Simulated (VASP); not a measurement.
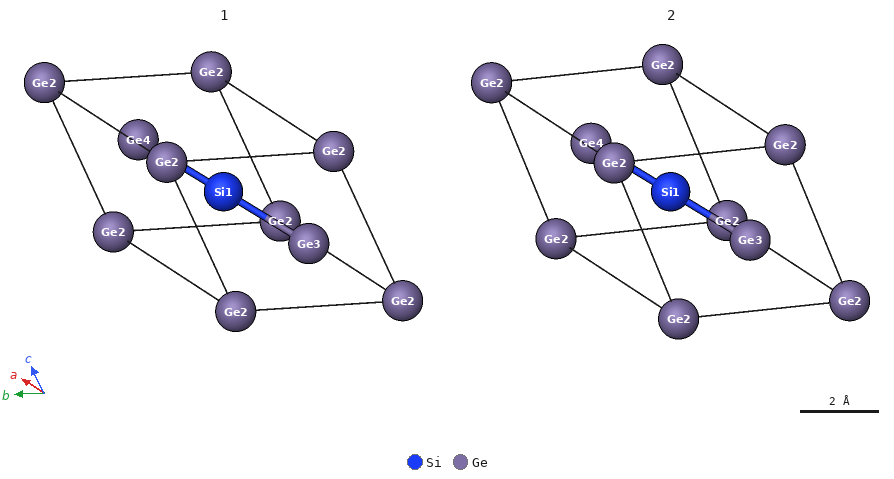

Two geometries of solid SiGe₃ (a generated structure, set up in R-3m), drawn at one scale. One is the start of a relaxation, the other its converged end. The picture is a ball-and-stick view of the cell of the calculation, seen from a free direction.

Method: Kohn-Sham DFT of a periodic cell, PBE, VASP PAW PBE potentials, recommended in VASP. Set-up: plane-wave cutoff 520 eV; k-point mesh 5 × 5 × 5; occupations gaussian; smearing width 0.15 eV; no spin polarisation.

### Which of the two is the end point?

Structure 1 is the relaxed one. The run lets cell and atoms move. The largest moves relative to the cell, 0.17 Å, are those of Ge3 and Ge4. Ge4 goes along [1 1 1]. Si stays in place. Cell: a = b = c 4.729 → 4.575 Å (−3.2 %), α 67.9° → 64.0°, β 67.9° → 64.0°, γ 67.9° → 64.0°. Volume −15.5 %. Among the contacts that change: Si1–Ge3 3.278 → 2.986 Å, Si1–Ge3 (another image) 2.409 → 2.583 Å. The space group stays R-3m (No. 166). Over 7 geometry steps the energy falls by 112 meV per atom. The largest force component goes from 0.72 to 0.047 eV/Å. The pressure goes from −3.73 to −0.23 GPa. The volume changes by over a tenth within one run on a fixed set of plane waves, so the end point should be relaxed again from the new cell.
